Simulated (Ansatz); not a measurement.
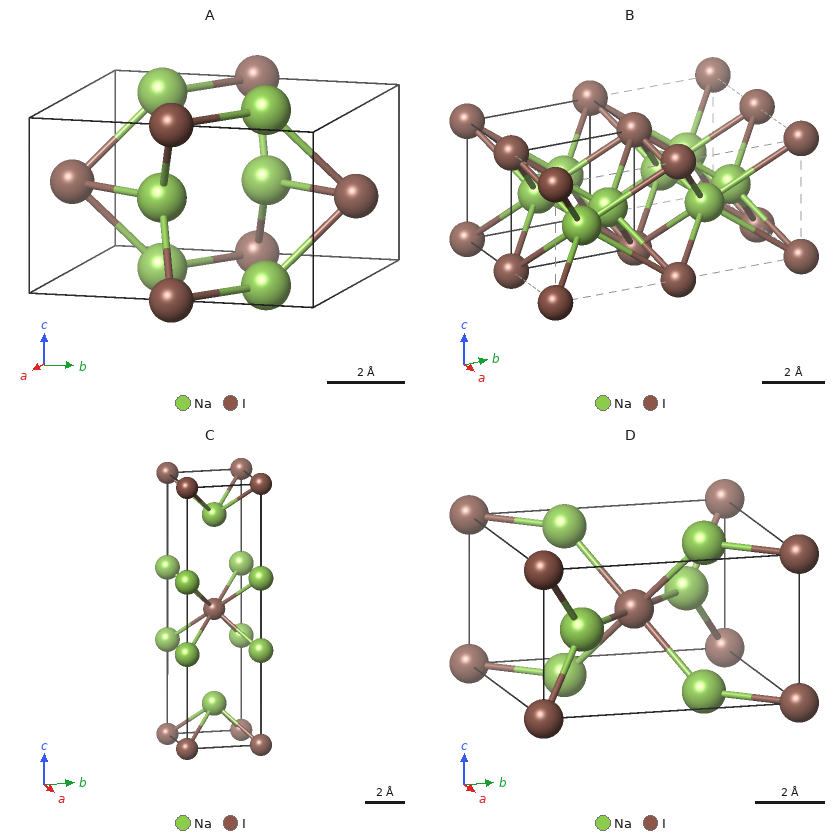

Four structures of Na$_{2}$I, each relaxed to rest (conventional cells in solid outline, small ones repeated, each panel with its own scale). Method: DFT PBE, scalar-relativistic, plane waves, PAW in Ansatz 0.2.0, without spin polarisation.

Give the type and space group of each panel.

A: 6 atoms a cell on a primitive tetragonal lattice, P4_2/m; B: AlB₂ type, P6/mmm; C: 6 atoms a cell on a body-centred tetragonal lattice, I4/mmm; D: 6 atoms a cell on a primitive tetragonal lattice, P4_2/mnm.

Rank them by energy, lowest first.

A, then C (+43 meV/atom), D (+103 meV/atom) and B (+278 meV/atom), energies at zero smearing.

Collect the results in a table.

| panel | structure | E − E(lowest) (meV/atom) | volume (Å³/atom) | gap (eV) |
| --- | --- | --- | --- | --- |
| A | P4_2/m | 0 | 46.3 | metal |
| C | I4/mmm | 43 | 37.6 | metal |
| D | P4_2/mnm | 103 | 45.7 | metal |
| B | P6/mmm | 278 | 36.4 | metal |

Some of these may be structure types tried for this composition rather than known phases, and the most stable form need not be among them. Gaps are taken on the k-mesh or band path of each run.
